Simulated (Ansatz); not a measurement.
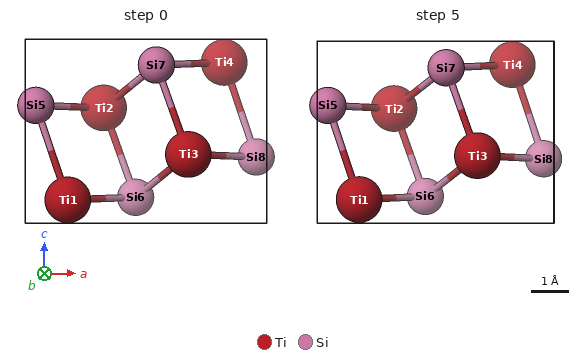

The structure of solid TiSi (a generated structure, set up in Pnma) before (left) and after (right) a relaxation, at one scale.

Style: ball-and-stick. Shown: the cell of the calculation, along the b axis.

Case: Hf → Ti on all its sites, cell and atoms relaxed.

Level of theory: DFT PBEsol, scalar-relativistic, plane waves, PAW (Ansatz 0.2.0).

Input
```yaml
crystal:
  lattice:
    - [6.5770682064, 0.0, 0.0]
    - [0.0, 3.6247565804, 0.0]
    - [0.0, 0.0, 5.0151227975]
  atoms:
    - { symbol: Ti, position: [0.1755908225, 0.25, 0.1264896852] }
    - { symbol: Ti, position: [0.3244091775, 0.75, 0.6264896852] }
    - { symbol: Ti, position: [0.6755908225, 0.25, 0.3735103148] }
    - { symbol: Ti, position: [0.8244091775, 0.75, 0.8735103148] }
    - { symbol: Si, position: [0.0430603597, 0.25, 0.6402012504] }
    - { symbol: Si, position: [0.4569396403, 0.75, 0.1402012504] }
    - { symbol: Si, position: [0.5430603597, 0.25, 0.8597987496] }
    - { symbol: Si, position: [0.9569396403, 0.75, 0.3597987496] }
basis:
  ecutwfc: 420
kpoints:
  mp_grid: { grid: [6, 10, 8] }
hamiltonian:
  xc: pbesol
scf:
  occupations: { method: gaussian, width: 0.1 }
output:
  forces: true
  stress: true
  eigenvalues: true
relax:
  adjacent_minimum: "off"
  f_tol: 0.01
  max_steps: 60
  cell: { stress_tol: 0.1 }
```

Launched with:
```bash
ansatz run input.yaml --threads 2 --pin off --max-ram 5120MiB --backend cpu --events-out ev --progress --plain --runs-dir out
```

Q: What changed between the two?

A: The largest moves relative to the cell, 0.032 Å, are those of Si5, Si6, Si7 and Si8. Si8 goes roughly along −c. By element the largest moves are Si 0.032 Å, Ti 0.015 Å. The drawn cell changes as follows: a 6.577 → 6.453 Å (−1.9 %), b 3.625 → 3.622 Å (−0.1 %), c 5.015 → 4.963 Å (−1.0 %); the volume changes by −3.0 %. Near-neighbour distances that change, for instance: Ti1–Si5 2.590 → 2.544 Å, Ti1–Si6 2.591 → 2.559 Å, Si5–Si8 2.363 → 2.391 Å, Ti1–Si7 2.762 → 2.740 Å. The space group stays Pnma (No. 62). Over 4 accepted moves (5 points after the start) the energy falls by 11.0 meV per atom. Largest force component: 0.47 eV/Å at the start, 0.0027 eV/Å at the end. Pressure: −4.10 GPa at the start and 0.01 GPa at the end. At 1 point the geometry stayed and the basis and grid were re-selected for the new cell (energy shift of 0.1 meV per atom at most each time).
